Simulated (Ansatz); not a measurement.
## Ge: a changed input and its effect

System: Ge (P6₃/mmc, 4 atoms in the cell).
Method of run 1: DFT, BLYP, plane waves (420 eV) with PAW, scalar-relativistic, no spin polarisation (Ansatz 0.2.0).

Text and figures count atoms from 1; the logs count them from 0 in places.

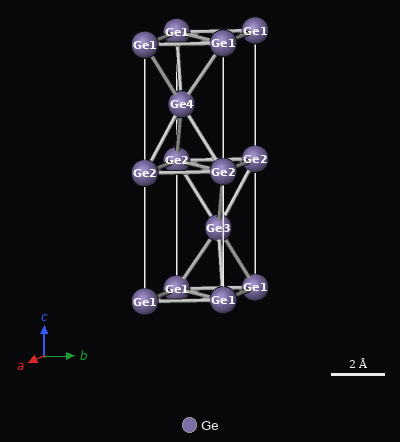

Figure 1. The structure (ball-and-stick view of the cell of the calculation, seen slightly off an axis; atoms are numbered from 1 in the order of the input). Near neighbours in the crystal (not all of them lie inside the picture): Ge has 12 Ge at 2.99 to 3.02 Å.

**The input, run 1**
```yaml
crystal:
  lattice:
    - [2.9924683752, 0.0, 0.0]
    - [-1.4962341876, 2.5915536329, 0.0]
    - [0.0, 0.0, 9.8897635963]
  atoms:
    - { symbol: Ge, position: [1.0, 1.0, 0.0] }
    - { symbol: Ge, position: [1.0, 1.0, 0.5] }
    - { symbol: Ge, position: [0.3333333333, 0.6666666667, 0.25] }
    - { symbol: Ge, position: [0.6666666667, 0.3333333333, 0.75] }
hamiltonian:
  xc: blyp
  pseudopotentials:
    kind: paw
    azcp:
      Ge: "pseudopotentials/Ge.paw.azcp"
basis:
  ecutwfc: 420
  fft_grid_basis: typed
kpoints:
  mp_grid: { grid: [13, 13, 4], shift: [0, 0, 0] }
magnetization:
  spin_polarized: false
scf:
  occupations: { method: fermi_dirac, width: 0.1 }
  lower_state_search: "off"
output:
  stress: true
```

Hardware: 2 threads of an x86-64 CPU, shared host.

**Output, shortened to warnings, some set-up lines, iterations and results (run 1)**
```
Basis set: ecut = 420 eV, 1473 PW (Γ), exchange–correlation on 48×48×144 points (8 copies of the dense FFT grid, shifted against one another)
Symmetry: 24 space group operations
k-points: 63 of 676
Initial density: superposition of atomic densities (neutral atoms: chi_scale 0, normalization atom), corrected by the library's trained network
[...]
SCF iter   1: F=—  HF=-17218.682057 eV  |F-HF|=—  |Δ(HF+E_count)|=         —  Δρ=8.98e-3  dr2=4.97e-2  ethr=1.77e-3  ⟨swp⟩=5.7  Hψ=15237  notcnv=0  defer=1
SCF iter   2: F=—  HF=-17218.672247 eV  |F-HF|=—  |Δ(HF+E_count)|=   9.81e-3  Δρ=5.80e-3  dr2=2.33e-2  ethr=8.87e-5  ⟨swp⟩=1.0  Hψ=2773  notcnv=0  defer=1
SCF iter   3: F=—  HF=-17218.666963 eV  |F-HF|=—  |Δ(HF+E_count)|=   5.28e-3  Δρ=8.79e-4  dr2=4.00e-4  ethr=4.17e-5  ⟨swp⟩=2.0  Hψ=2545  notcnv=0  defer=1
SCF iter   4: F=—  HF=-17218.667092 eV  |F-HF|=—  |Δ(HF+E_count)|=   1.29e-4  Δρ=3.38e-4  dr2=4.99e-5  ethr=7.14e-7  ⟨swp⟩=2.0  Hψ=3949  notcnv=0  defer=1
SCF iter   5: F=—  HF=-17218.667021 eV  |F-HF|=—  |Δ(HF+E_count)|=   7.02e-5  Δρ=1.17e-4  dr2=1.00e-5  ethr=8.91e-8  ⟨swp⟩=2.0  Hψ=3928  notcnv=0  defer=1
SCF iter   6: F=—  HF=-17218.667061 eV  |F-HF|=—  |Δ(HF+E_count)|=   3.96e-5  Δρ=4.84e-5  dr2=1.71e-6  ethr=1.79e-8  ⟨swp⟩=2.0  Hψ=3943  notcnv=0  defer=1
SCF iter   7: F=—  HF=-17218.667063 eV  |F-HF|=—  |Δ(HF+E_count)|=   1.71e-6  Δρ=3.26e-5  dr2=5.46e-7  ethr=3.06e-9  ⟨swp⟩=2.0  Hψ=3943  notcnv=0  defer=1
SCF iter   8: F=-17218.667062 eV  HF=-17218.667062 eV  |F-HF|=3.82e-8  |Δ(HF+E_count)|=   5.36e-7  Δρ=5.68e-6  dr2=1.77e-8  ethr=1.79e-10  ⟨swp⟩=2.0  Hψ=8227  notcnv=0
SCF 1 converged in 8 iterations: F = -17218.667062 eV  dr2 = 1.77e-8
SCF converged after 8 iterations
Free energy (F): -17218.667062 eV
Harris-Foulkes:  -17218.667062 eV  (|F-HF|=3.82e-8)
Internal energy: -17218.615402 eV  (E = F + TS)
E sigma→0 (E₀):  -17218.641232 eV
Entropy (-TS):   -0.051660 eV (-12.915 meV/atom)
Fermi energy:    11.387818 eV
--- Per-component energies (eV) ---
  E_band       = -443.090597
  E_kinetic    = 444.464095
  E_local      = -8553.052862  (includes V_loc(G=0)·N_el)
  E_nonlocal   = 1640.583173
  E_hartree    = 3746.305694
  E_xc         = -298.571629
  E_vxc        = -251.783273  (∫ρ·V_xc dr)
  E_paw        = -8107.773924  (= ΣΔE_a)
  E_vpaw       = -1215.915784  (= ΣTr[D̂ρ^β])
  E_aug_tail   = 0.001092  (compensation charges beyond the density's cutoff)
  E_ewald      = -6091.013713
  E_core_change = 0.442673  (= ΣΔE_core)
  E_smearing   = -0.051660  (= −TS)
  E_closure    = -0.000000  (closes the sum)
  Σ components = -17218.667062   (vs F -17218.667062, Δ=0.00e0)
--- Stress (GPa, compression-positive) ---
        7.335939       0.000000       0.000000
        0.000000       7.335939       0.000000
        0.000000       0.000000       8.327998
  P = ⅓ Tr σ = 7.6666 GPa (76.666 kbar)
```

The input of run 2 differs as follows (lines with − go, lines with + come):
```diff
-    - [2.9924683752, 0.0, 0.0]
-    - [-1.4962341876, 2.5915536329, 0.0]
-    - [0.0, 0.0, 9.8897635963]
+    - [3.1638298932, 0.0, 0.0]
+    - [-1.5819149466, 2.7399570608, 0.0]
+    - [0.0, 0.0, 10.4560936926]
```

How does run 2 compare with run 1?

With the same functional and potentials, run 2 lies 48.6 meV per atom lower. The pressure goes from 7.67 to −1.81 GPa. The volume per atom goes from 19.17 to 22.66 Å³. The SCF takes 7 iterations against 8. The plane waves at Γ go from 1473 to 1763.

**Output, shortened to warnings, some set-up lines, iterations and results (run 2)**
```
Basis set: ecut = 420 eV, 1763 PW (Γ), exchange–correlation on 48×48×144 points (8 copies of the dense FFT grid, shifted against one another)
Symmetry: 24 space group operations
k-points: 63 of 676
Initial density: superposition of atomic densities (neutral atoms: chi_scale 0, normalization atom), corrected by the library's trained network
[...]
SCF iter   1: F=—  HF=-17218.876983 eV  |F-HF|=—  |Δ(HF+E_count)|=         —  Δρ=7.77e-3  dr2=4.93e-2  ethr=1.77e-3  ⟨swp⟩=5.7  Hψ=14972  notcnv=0  defer=1
SCF iter   2: F=—  HF=-17218.867126 eV  |F-HF|=—  |Δ(HF+E_count)|=   9.86e-3  Δρ=5.10e-3  dr2=2.34e-2  ethr=8.81e-5  ⟨swp⟩=1.0  Hψ=2773  notcnv=0  defer=1
SCF iter   3: F=—  HF=-17218.861859 eV  |F-HF|=—  |Δ(HF+E_count)|=   5.27e-3  Δρ=1.28e-3  dr2=7.40e-4  ethr=4.18e-5  ⟨swp⟩=2.3  Hψ=3103  notcnv=0  defer=1
SCF iter   4: F=—  HF=-17218.861604 eV  |F-HF|=—  |Δ(HF+E_count)|=   2.55e-4  Δρ=2.88e-4  dr2=7.34e-5  ethr=1.32e-6  ⟨swp⟩=2.0  Hψ=3953  notcnv=0  defer=1
SCF iter   5: F=—  HF=-17218.861612 eV  |F-HF|=—  |Δ(HF+E_count)|=   8.32e-6  Δρ=2.34e-4  dr2=2.67e-5  ethr=1.31e-7  ⟨swp⟩=2.0  Hψ=3964  notcnv=0  defer=1
SCF iter   6: F=—  HF=-17218.861605 eV  |F-HF|=—  |Δ(HF+E_count)|=   7.81e-6  Δρ=4.87e-5  dr2=1.99e-6  ethr=4.77e-8  ⟨swp⟩=2.0  Hψ=3957  notcnv=0  defer=1
SCF iter   7: F=-17218.861606 eV  HF=-17218.861606 eV  |F-HF|=2.50e-8  |Δ(HF+E_count)|=   1.46e-6  Δρ=9.10e-6  dr2=5.39e-8  ethr=1.79e-10  ⟨swp⟩=2.6  Hψ=8379  notcnv=0
SCF 1 converged in 7 iterations: F = -17218.861606 eV  dr2 = 5.39e-8
SCF converged after 7 iterations
Free energy (F): -17218.861606 eV
Harris-Foulkes:  -17218.861606 eV  (|F-HF|=2.50e-8)
Internal energy: -17218.796922 eV  (E = F + TS)
E sigma→0 (E₀):  -17218.829264 eV
Entropy (-TS):   -0.064684 eV (-16.171 meV/atom)
Fermi energy:    9.085868 eV
--- Per-component energies (eV) ---
  E_band       = -565.527129
  E_kinetic    = 436.522696
  E_local      = -9082.495945  (includes V_loc(G=0)·N_el)
  E_nonlocal   = 1637.473317
  E_hartree    = 3951.007049
  E_xc         = -294.850902
  E_vxc        = -246.543066  (∫ρ·V_xc dr)
  E_paw        = -8105.788784  (= ΣΔE_a)
  E_vpaw       = -1212.489947  (= ΣTr[D̂ρ^β])
  E_aug_tail   = 0.001037  (compensation charges beyond the density's cutoff)
  E_ewald      = -5761.108063
  E_core_change = 0.442673  (= ΣΔE_core)
  E_smearing   = -0.064684  (= −TS)
  E_closure    = -0.000000  (closes the sum)
  Σ components = -17218.861606   (vs F -17218.861606, Δ=0.00e0)
--- Stress (GPa, compression-positive) ---
       -1.992985       0.000000       0.000000
        0.000000      -1.992985      -0.000000
        0.000000      -0.000000      -1.454549
  P = ⅓ Tr σ = -1.8135 GPa (-18.135 kbar)
```

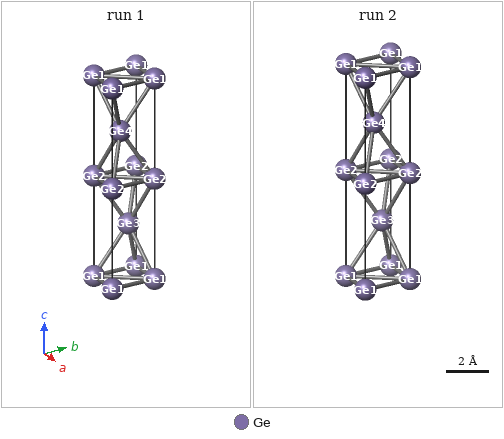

Figure 2. The two input geometries at one scale (ball-and-stick view of the cell of the calculation, seen slightly off an axis). The atoms keep their places relative to the cell (all moves are under 0.005 Å). Cell: a = b 2.992 → 3.164 Å (+5.7 %), c 9.890 → 10.456 Å (+5.7 %). Volume +18.2 %. Among the contacts that change: Ge1–Ge3 3.016 → 3.189 Å, Ge1–Ge1 2.992 → 3.164 Å.

**The two runs side by side**

| quantity | run 1 | run 2 |
| --- | --- | --- |
| outcome | converged | converged |
| free energy per atom (eV) | −4304.6668 | −4304.7154 |
| energy per atom, smearing taken to zero (eV) | −4304.6603 | −4304.7073 |
| pressure (GPa) | 7.67 | −1.81 |
| volume per atom (Å³) | 19.17 | 22.66 |
| SCF iterations | 8 | 7 |
| irreducible k-points | 63 | 63 |
| plane waves at Γ | 1473 | 1763 |
| wall time (shared host) | 1.6 s | 1.8 s |

For run 1: The cell is under a pressure of 7.7 GPa at this level, so it is not at its equilibrium volume.
